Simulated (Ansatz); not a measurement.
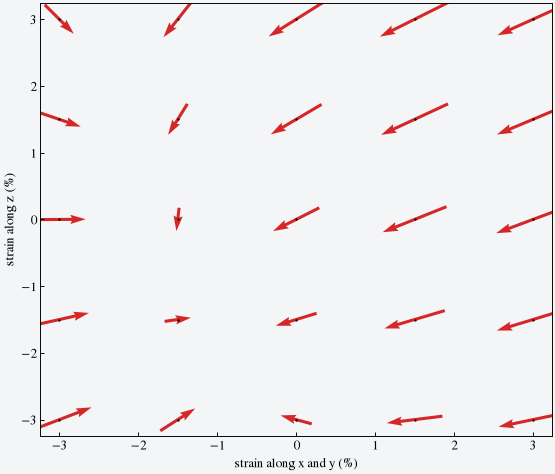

Rh (P6_3/mmc, No. 194; 2 atoms in the cell). 
- The cell is strained homogeneously, by one strain along x and y and another along z, with fractional coordinates fixed (x along [1 0 0], z along [0 0 1] of the conventional cell).
- Coordinates scanned: (1) strain along x and y; (2) strain along z.
- Grid: 5 × 5 points.
- The reference cell is the one listed in the database, not relaxed at this level.
- Method: Ansatz 0.2.0, DFT r2SCAN, scalar-relativistic, plane waves, PAW. Settings: cutoff 500 eV, k-mesh 18×18×12 in the order of the run's cell vectors, gaussian smearing 0.15 eV, no spin polarisation.

In the figure: dots at the grid points, arrows along the force (downhill), their lengths compressed.

Q: The arrows alone are given. Where is the energy lowest?

A: The arrows converge at about strain along x and y = −1.0 %, strain along z = −1.7 % (read from the interpolated surface).

The energy map of the same scan:

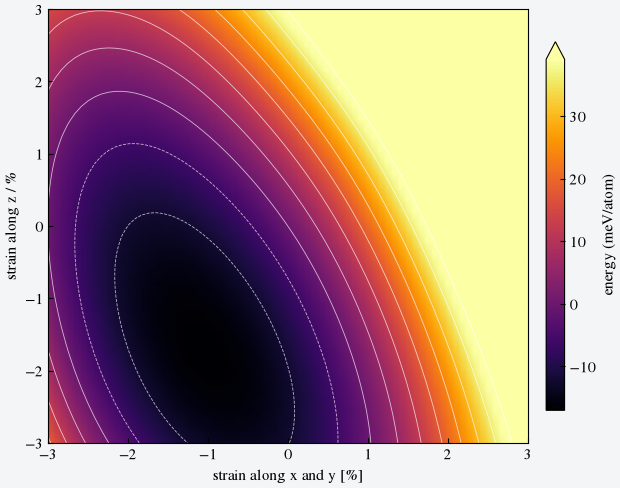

Energies are in meV/atom, from the unstrained cell; between grid points the surface is interpolated.
